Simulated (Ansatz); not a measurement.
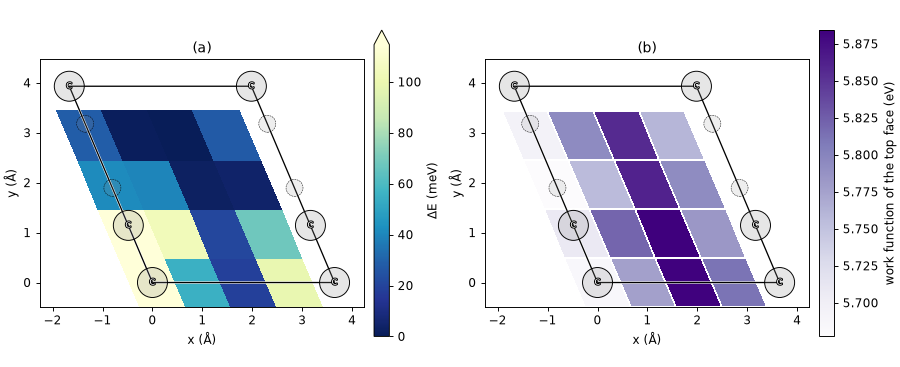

CO on a C(110) slab cut from the R-3m phase, its upper half relaxed before the scan (10 atoms of substrate and one adsorbate in a 1 × 1 cell). 
- CO (O end down) is moved over the surface cell at a fixed height above a rigid substrate; the origin of the map has the adsorbate above C9; the height is held at 2.70 Å.
- Places are given modulo a cell vector. The map is drawn in real space over the plane of the surface.
- The scan uses a 4 × 4 grid.
- Energies are in meV, from the lowest grid point.
- With one adsorbate in each 1 × 1 cell, its nearest image is 3.6 Å away, so neighbouring adsorbates interact. At a fixed height the lowest place need not be the adsorption site.
- Computed with DFT PBE+D3(BJ), scalar-relativistic, plane waves, PAW (Ansatz). Settings: cutoff 420 eV, k-mesh 8×7×1, gaussian smearing 0.05 eV, no spin polarisation.

Panel (a) is the energy; panel (b) is the computed work function of the top face, in eV.

The picture shows one coloured cell a grid point, labelled circles for the atoms of the top layer and small ones for the second layer, the outline of one cell of the plane, one colour for all values above the top of the scale.

> How does the work function of the top face vary over the map, and what is it at the lowest grid point?

It runs from 5.68 eV at (0/4, 2/4) of the cell vectors to 5.88 eV at (2/4, 1/4) of the cell vectors. At the lowest grid point, (2/4, 3/4) of the cell vectors, it is 5.86 eV.

```
second ↓, first →   0/4   1/4   2/4   3/4
              3/4  5.69  5.79  5.86  5.76
              2/4  5.68  5.76  5.86  5.79
              1/4  5.71  5.82  5.88  5.78
              0/4  5.68  5.78  5.88  5.81
```

PAW datasets: the set soft_1.
